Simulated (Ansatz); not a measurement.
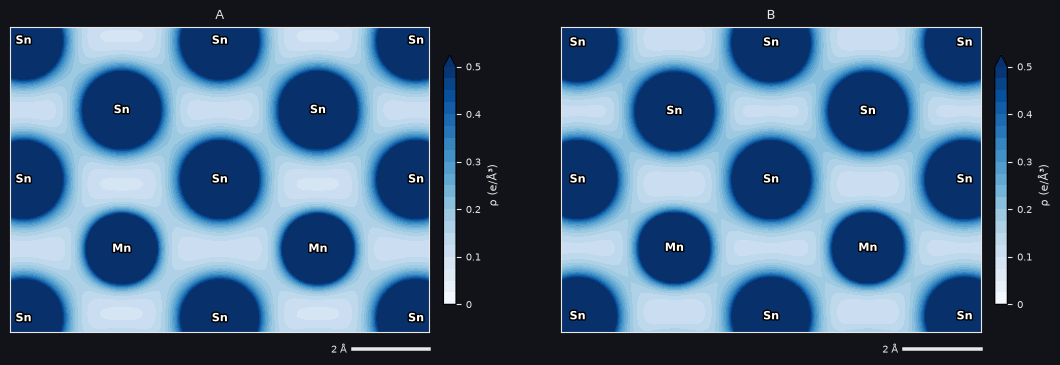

MnSn3. The valence electron density of two cells that differ in size, on the (011̄) plane of each (indices in the axes of the calculation cell), at one length scale and on one colour scale: A has 23.7 Å³ an atom and B 22.7.

Space group Fm-3m; started from the BiF3 (D0_3) prototype, which need not be the ambient phase; spin-polarised.

These are results of DFT PBE, scalar-relativistic, plane waves, PAW in Ansatz 0.2.0, not measurements.

The density is the valence pseudo-density of a PAW calculation; it isn't the true density close to the nuclei.

Q: What changes from the larger cell to the smaller?

A: From the larger cell to the smaller, Mn–Sn goes from 3.13 to 3.09 Å, and the density at its midpoint from 0.17 to 0.18 e/Å³; Sn–Sn goes from 3.13 to 3.09 Å, and the density at its midpoint from 0.19 to 0.21 e/Å³; the pressure goes from 2.2 to 4.8 GPa; the largest moment (Mn) goes from 4.0 to 3.9 μB.
